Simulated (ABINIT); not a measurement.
# Hubbard response calculation, with input and output: NiO (part 3 of 3)

The same run, continued: NiO (2 atoms in the cell); Kohn-Sham DFT of a periodic cell, LDA, DFT+U, JTH PAW LDA v2.0, spin-polarised (ABINIT 10.8.3); cutoff 680.28 eV, 6×6×6 k-mesh, fermi-dirac of 0.05 eV, collinear spins. The structure derives from an entry of the Crystallography Open Database.

Geometry of the input (Å; fractional positions):
```
0.0000  2.0859  2.0859
2.0859  0.0000  2.0859
2.0859  2.0859  0.0000
Ni 0.0000  0.0000  0.0000
O  0.5000  0.5000  0.5000
```

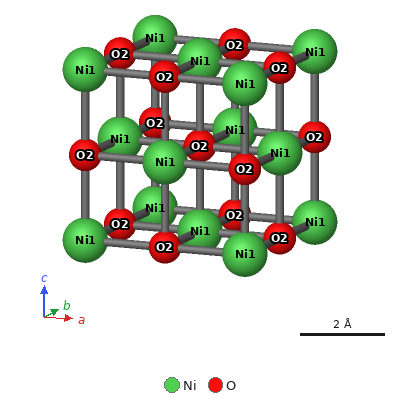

Figure 1. The input geometry (ball-and-stick view of the cell 4 times as large as that of the calculation, set on its symmetry axes, seen slightly off an axis; atoms are numbered from 1 in the order of the input).

**Output, continued**
```
--- !EnergyTermsDC
iteration_state     : {dtset: 1, }
comment             : '"Double-counting" decomposition of free energy'
band_energy         : -1.63690063044098E+01
Ewald energy        : -1.19611653749953E+02
psp_core            :  5.15776066170914E+00
xc_dc               : -4.45600194956734E+01
PAW spherical_terms : -1.17393464049624E+01
internal            : -1.87122265293290E+02
'-kT*entropy'       : -3.34503636864039E-04
total_energy_dc     : -1.87122599796926E+02
total_energy_dc_eV  : -5.09186533842629E+03
...

--- !EnergyTermsWithPAWCore
iteration_state     : {dtset: 1, }
comment             : 'Components of total free energy, including PAW core contributions'
Total energy        : -1.59311747996311E+03
Total energy DC     : -1.59314519602787E+03
Total energy (eV)   : -4.33509350825000E+04
Total energy DC (eV): -4.33516892750435E+04
...

 Cartesian components of stress tensor (hartree/bohr^3)
  sigma(1 1)=  7.99526929E-04  sigma(3 2)=  2.38131338E-11
  sigma(2 2)=  7.99526929E-04  sigma(3 1)= -2.31768946E-10
  sigma(3 3)=  7.99526900E-04  sigma(2 1)=  4.31808940E-14

-Cartesian components of stress tensor (GPa)         [Pressure= -2.3523E+01 GPa]
- sigma(1 1)=  2.35228944E+01  sigma(3 2)=  7.00606583E-07
- sigma(2 2)=  2.35228944E+01  sigma(3 1)= -6.81887780E-06
- sigma(3 3)=  2.35228935E+01  sigma(2 1)=  1.27042576E-09

================================================================================
== DATASET  2 ==================================================================

--- !DatasetInfo
iteration_state: {dtset: 2, }
dimensions: {natom: 2, nkpt: 112, mband: 17, nsppol: 2, nspinor: 1, nspden: 2, mpw: 751, }
cutoff_energies: {ecut:  25.0, pawecutdg:  47.0, }
electrons: {nelect:   2.40000000E+01, charge:   0.00000000E+00, occopt:   3.00000000E+00, tsmear:   1.83746611E-03, }
meta: {optdriver: 0, ionmov: 0, optcell: 0, iscf: 17, paral_kgb: 0, }
...

 Exchange-correlation functional for the present dataset will be:
  LDA: Perdew-Wang 92 LSD fit to Ceperley-Alder data - ixc=7
  J.P.Perdew and Y.Wang, PRB 45, 13244 (1992)

 Real(R)+Recip(G) space primitive vectors, cartesian coordinates (Bohr,Bohr^-1):
 R(1)=  0.0000000  3.9417828  3.9417828  G(1)= -0.1268462  0.1268462  0.1268462
 R(2)=  3.9417828  0.0000000  3.9417828  G(2)=  0.1268462 -0.1268462  0.1268462
 R(3)=  3.9417828  3.9417828  0.0000000  G(3)=  0.1268462  0.1268462 -0.1268462
 Unit cell volume ucvol=  1.2249210E+02 bohr^3
 Angles (23,13,12)=  6.00000000E+01  6.00000000E+01  6.00000000E+01 degrees

 Coarse grid specifications (used for wave-functions):

 getcut: wavevector=  0.0000  0.0000  0.0000  ngfft=  27  27  27
         ecut(hartree)=     25.000   => boxcut(ratio)=   2.07526

 Fine grid specifications (used for densities):

 getcut: wavevector=  0.0000  0.0000  0.0000  ngfft=  36  36  36
         ecut(hartree)=     47.000   => boxcut(ratio)=   2.09257
--------------------------------------------------------------------------------

-inwffil : will read wavefunctions from disk file runi_DS2_WFK

 ******************************************
 DFT+U Method used: FLL
 ******************************************

================================================================================

--- !BeginCycle
iteration_state: {dtset: 2, }
solver: {iscf: 17, nstep: 120, nline: 4, wfoptalg: 10, }
tolerances: {tolvrs: 1.00E-09, }
...

     iter   Etot(hartree)      deltaE(h)  residm     nres2   difmagsph maxmagsph
 ETOT  1  -187.06726176834    -1.871E+02 2.030E-08 2.118E-02 2.914E-07 2.914E-07
 ETOT  2  -187.06726514695    -3.379E-06 2.273E-08 2.726E-02 8.579E-08 2.056E-07
 ETOT  3  -187.06724066782     2.448E-05 7.604E-06 3.521E-04 3.741E-07 4.895E-07
 ETOT  4  -187.06724061350     5.432E-08 1.356E-07 7.125E-05 3.166E-07 1.729E-07
 ETOT  5  -187.06724056037     5.314E-08 2.017E-09 2.839E-05 2.688E-08 1.460E-07
 ETOT  6  -187.06724054687     1.350E-08 2.964E-10 1.333E-05 2.487E-08 1.265E-07
 ETOT  7  -187.06724053593     1.094E-08 7.364E-10 8.025E-08 8.440E-08 6.335E-08
 ETOT  8  -187.06724053591     2.115E-11 2.189E-11 3.877E-09 1.452E-08 4.882E-08
 ETOT  9  -187.06724053591    -3.865E-12 1.658E-12 2.867E-09 2.146E-08 2.736E-08
 ETOT 10  -187.06724053591     1.194E-12 5.226E-14 4.185E-11 5.322E-09 2.204E-08

 At SCF step   10       nres2   =  4.18E-11 < tolvrs=  1.00E-09 =>converged.

 Cartesian components of stress tensor (hartree/bohr^3)
  sigma(1 1)=  7.90113484E-04  sigma(3 2)= -8.34935407E-11
  sigma(2 2)=  7.90113480E-04  sigma(3 1)=  3.79686858E-12
  sigma(3 3)=  7.90113503E-04  sigma(2 1)=  5.43926081E-12

--- !ResultsGS
iteration_state: {dtset: 2, }
comment   : Summary of ground state results
lattice_vectors:
- [  0.0000000,   3.9417828,   3.9417828, ]
- [  3.9417828,   0.0000000,   3.9417828, ]
- [  3.9417828,   3.9417828,   0.0000000, ]
lattice_lengths: [   5.57452,    5.57452,    5.57452, ]
lattice_angles: [ 60.000,  60.000,  60.000, ] # degrees, (23, 13, 12)
lattice_volume:   1.2249210E+02
convergence: {deltae:  1.194E-12, res2:  4.185E-11, residm:  5.226E-14, diffor: null, }
etotal    :  -1.87067241E+02
entropy   :   0.00000000E+00
fermie    :   3.31689599E-01
cartesian_stress_tensor: # hartree/bohr^3
- [  7.90113484E-04,   5.43926081E-12,   3.79686858E-12, ]
- [  5.43926081E-12,   7.90113480E-04,  -8.34935407E-11, ]
- [  3.79686858E-12,  -8.34935407E-11,   7.90113503E-04, ]
pressure_GPa:  -2.3246E+01
xred      :
- [  0.0000E+00,   0.0000E+00,   0.0000E+00, Ni]
- [  5.0000E-01,   5.0000E-01,   5.0000E-01,  O]
cartesian_forces: # hartree/bohr
- [  1.41491340E-11,  -1.31551233E-10,   7.14632502E-11, ]
- [ -1.41491340E-11,   1.31551233E-10,  -7.14632502E-11, ]
force_length_stats: {min:   1.50375932E-10, max:   1.50375932E-10, mean:   1.50375932E-10, }
...

 Integrated electronic and magnetization densities in atomic spheres:
 ------------------------------------------------------------------------------------------------------------
 Radius=ratsph(iatom), smearing ratsm=  0.0000. Diff(up-dn)=approximate z local magnetic moment.
    Atom    Radius    up_density   dn_density  Total(up+dn)  Diff(up-dn)
    1 Ni   1.81432     7.898568     7.898568     15.797136     0.000000
    2  O   1.41465     2.232540     2.232540      4.465081     0.000000
 ------------------------------------------------------------------------------------------------------------
  Sum:                10.131108    10.131108     20.262217     0.000000
 Total magnetization (from the atomic spheres):                0.000000
 Total magnetization (exact up - dn):                          0.000000

 ---------- DFT+U DATA ---------------------------------------------------

 ====== For Atom     1, occupations for correlated orbitals. lpawu =   2

 Atom   1. Occ. for lpawu and for spin  1 =   3.76108
 Atom   1. Occ. for lpawu and for spin  2 =   3.76108
 => On atom   1,  local Mag. for lpawu is       -0.000000

 == Occupation matrix for correlated orbitals:

 Occupation matrix for spin  1
     0.86281    0.00000    0.00000   -0.00000    0.00000
     0.00000    0.86281   -0.00000    0.00000    0.00000
     0.00000   -0.00000    0.58633   -0.00000    0.00000
    -0.00000    0.00000   -0.00000    0.86281   -0.00000
     0.00000    0.00000    0.00000   -0.00000    0.58633

 Occupation matrix for spin  2
     0.86281   -0.00000   -0.00000   -0.00000    0.00000
    -0.00000    0.86281   -0.00000   -0.00000    0.00000
    -0.00000   -0.00000    0.58633    0.00000   -0.00000
    -0.00000   -0.00000    0.00000    0.86281    0.00000
     0.00000    0.00000   -0.00000    0.00000    0.58633

 ---------- calculate U, (J) start ----------

 All pawujat  ok and equal to   1
 macro_uj=1 and nspden=2: standard determination of Hubbard U-parameter

*********************************************************************
************************  Linear Response U  ************************

 Info printed for perturbed atom:    1

  Perturbations           Occupations
 --------------- -----------------------------
    alpha [eV]     Unscreened      Screened
 --------------- -----------------------------
   0.0000000000   7.5320086895   7.5320086895
   0.1000000000   7.5223902643   7.5221692631

                    Scalar response functions:
                    Chi0 [eV^-1]:     -0.21374
                    Chi [eV^-1]:      -0.09839

 The scalar U from the two-point regression scheme is   5.48467 eV.
*********************************************************************
*********************************************************************
Note: For more reliable linear regressions of the response
matrices, it is advised that you have more than two points.
See the LRUJ protocol for more information.

 URES      ii    nat       r_max    U(J)[eV]   U_ASA[eV]   U_inf[eV]
 URES       1      1     0.00000     1.37117     1.10268     1.06674
 URES       2      8     7.88360     4.80755     3.86620     3.74017
 URES       3     27     9.65540     5.28180     4.24758     4.10912
 URES       4     64    15.76710     5.39900     4.34183     4.20030
 URES       5    125    16.72360     5.44080     4.37545     4.23282
 URES       6    216    23.65070     5.45928     4.39032     4.24720

 ---------- calculate U, (J) end --------------

================================================================================

 ----iterations are completed or convergence reached----

 Mean square residual over all n,k,spin=   17.508E-15; max=  52.263E-15
 reduced coordinates (array xred) for    2 atoms
       0.000000000000      0.000000000000      0.000000000000
       0.500000000000      0.500000000000      0.500000000000
 rms dE/dt=  6.8290E-10; max dE/dt=  1.1393E-09; dE/dt below (all hartree)
    1       0.000000001139     -0.000000000211      0.000000000893
    2       0.000000000666      0.000000000463     -0.000000000033

 cartesian coordinates (angstrom) at end:
    1      0.00000000000000     0.00000000000000     0.00000000000000
    2      2.08590164003910     2.08590164003910     2.08590164003910

 cartesian forces (hartree/bohr) at end:
    1      0.00000000001415    -0.00000000013155     0.00000000007146
    2     -0.00000000001415     0.00000000013155    -0.00000000007146
 frms,max,avg= 8.6819585E-11 1.3155123E-10   4.398E-11 -1.530E-10 -7.594E-11 h/b

 cartesian forces (eV/Angstrom) at end:
    1      0.00000000072758    -0.00000000676464     0.00000000367479
    2     -0.00000000072758     0.00000000676464    -0.00000000367479
 frms,max,avg= 4.4644426E-09 6.7646364E-09   2.261E-09 -7.867E-09 -3.905E-09 e/A
 length scales=  5.574522731300  5.574522731300  5.574522731300 bohr
              =  2.949910389063  2.949910389063  2.949910389063 angstroms
 Fermi (or HOMO) energy (hartree) =   0.33169   Average Vxc (hartree)=  -0.48290
 Magnetization (Bohr magneton)=  2.41642581E-08
 Total spin up =  1.20000000E+01   Total spin down =  1.20000000E+01
 Eigenvalues (hartree) for nkpt= 112  k points, SPIN UP:
 kpt#   1, nband= 17, wtk=  0.00463, kpt=  0.0000  0.0000  0.0000 (reduced coord)
  -3.42518   -1.98555   -1.98555   -1.98555   -0.41031    0.21829    0.21829    0.21829
   0.26815    0.26815    0.26815    0.27546    0.27546    0.39282    0.98344    1.02984
   1.02984
      occupation numbers for kpt#   1
   1.00000    1.00000    1.00000    1.00000    1.00000    1.00000    1.00000    1.00000
   1.00000    1.00000    1.00000    1.00000    1.00000    0.00000    0.00000    0.00000
   0.00000
 prteigrs : prtvol=0 or 1, do not print more k-points.

 Eigenvalues (hartree) for nkpt= 112  k points, SPIN DOWN:
 kpt#   1, nband= 17, wtk=  0.00463, kpt=  0.0000  0.0000  0.0000 (reduced coord)
  -3.42518   -1.98555   -1.98555   -1.98555   -0.41031    0.21829    0.21829    0.21829
   0.26815    0.26815    0.26815    0.27546    0.27546    0.39282    0.98344    1.02984
   1.02984
      occupation numbers for kpt#   1
   1.00000    1.00000    1.00000    1.00000    1.00000    1.00000    1.00000    1.00000
   1.00000    1.00000    1.00000    1.00000    1.00000    0.00000    0.00000    0.00000
   0.00000
 prteigrs : prtvol=0 or 1, do not print more k-points.

--- !EnergyTerms
iteration_state     : {dtset: 2, }
comment             : Components of total free energy in Hartree
kinetic             :  3.64216908953571E+01
hartree             :  4.74313629488111E+01
xc                  : -9.41970331542219E+00
Ewald energy        : -1.19611653749953E+02
psp_core            :  5.15776066170914E+00
local_psp           : -1.42283578932382E+02
PAW spherical_terms : -4.79041906326701E+00
internal            : -1.87094540555147E+02
'-kT*entropy'       : -3.43710416064160E-04
total_energy        : -1.87094884265563E+02
total_energy_eV     : -5.09111116039736E+03
...

--- !EnergyTermsDC
iteration_state     : {dtset: 2, }
comment             : '"Double-counting" decomposition of free energy'
band_energy         : -1.63705164896229E+01
Ewald energy        : -1.19611653749953E+02
psp_core            :  5.15776066170914E+00
xc_dc               : -4.45034601617542E+01
PAW spherical_terms : -1.17390270858727E+01
internal            : -1.87066896825494E+02
'-kT*entropy'       : -3.43710416064160E-04
total_energy_dc     : -1.87067240535910E+02
total_energy_dc_eV  : -5.09035893619248E+03
...

--- !EnergyTermsWithPAWCore
iteration_state     : {dtset: 2, }
comment             : 'Components of total free energy, including PAW core contributions'
Total energy        : -1.59311748049651E+03
Total energy DC     : -1.59308983676686E+03
Total energy (eV)   : -4.33509350970146E+04
Total energy DC (eV): -4.33501828728097E+04
...

 Cartesian components of stress tensor (hartree/bohr^3)
  sigma(1 1)=  7.90113484E-04  sigma(3 2)= -8.34935407E-11
  sigma(2 2)=  7.90113480E-04  sigma(3 1)=  3.79686858E-12
  sigma(3 3)=  7.90113503E-04  sigma(2 1)=  5.43926081E-12

-Cartesian components of stress tensor (GPa)         [Pressure= -2.3246E+01 GPa]
- sigma(1 1)=  2.32459412E+01  sigma(3 2)= -2.45646478E-06
- sigma(2 2)=  2.32459412E+01  sigma(3 1)=  1.11707730E-07
- sigma(3 3)=  2.32459418E+01  sigma(2 1)=  1.60028578E-07

== END DATASET(S) ==============================================================
================================================================================

 -outvars: echo values of variables after computation  --------
            acell      5.5745227313E+00  5.5745227313E+00  5.5745227313E+00 Bohr
           etotal1    -1.8712259980E+02
           etotal2    -1.8706724054E+02
            fcart1    -3.4071617102E-12  6.2706410068E-11  1.5838546482E-10
                       3.4071617102E-12 -6.2706410068E-11 -1.5838546482E-10
            fcart2     1.4149134047E-11 -1.3155123305E-10  7.1463250198E-11
                      -1.4149134047E-11  1.3155123305E-10 -7.1463250198E-11
            rprim      0.0000000000E+00  7.0710678120E-01  7.0710678120E-01
                       7.0710678120E-01  0.0000000000E+00  7.0710678120E-01
                       7.0710678120E-01  7.0710678120E-01  0.0000000000E+00
           strten1     7.9952692929E-04  7.9952692943E-04  7.9952690010E-04
                       2.3813133756E-11 -2.3176894572E-10  4.3180894025E-14
           strten2     7.9011348358E-04  7.9011348021E-04  7.9011350273E-04
                      -8.3493540726E-11  3.7968685787E-12  5.4392608114E-12
           xangst      0.0000000000E+00  0.0000000000E+00  0.0000000000E+00
                       2.0859016400E+00  2.0859016400E+00  2.0859016400E+00
             xred      0.0000000000E+00  0.0000000000E+00  0.0000000000E+00
                       5.0000000000E-01  5.0000000000E-01  5.0000000000E-01
 Calculation completed.
```

**File lruj.log**
```
.Version 10.8.3 of LRUJ
--------------------------------------------------------|---------------------------------------
 Linear:        -0.2146873    -0.0984445     5.5000677  |    0.0000545    0.0000029    0.0012204
*************************************************************************************************
*************************************************************************************************
```

**Summary**

```tsv
quantity	value
outcome	converged
space group (tolerance 0.01 Å)	Fm-3m (225)
electrons treated	24
free energy	−5091.1116 eV
Fermi energy	8.989 eV
gap on the k-point mesh	none (metallic)
net moment of the cell	0.00 μB
pressure	−23.38 GPa
largest force (length of the vector)	under 0.001 eV/Å
wall time	4.7 min
peak memory	0.14 GiB
```

Points of doubt noted for this run: cell small for linear response; cutoff too low for stress; moments collapsed. The cell is under a tension of 23 GPa at this level, so it is not at its equilibrium volume.
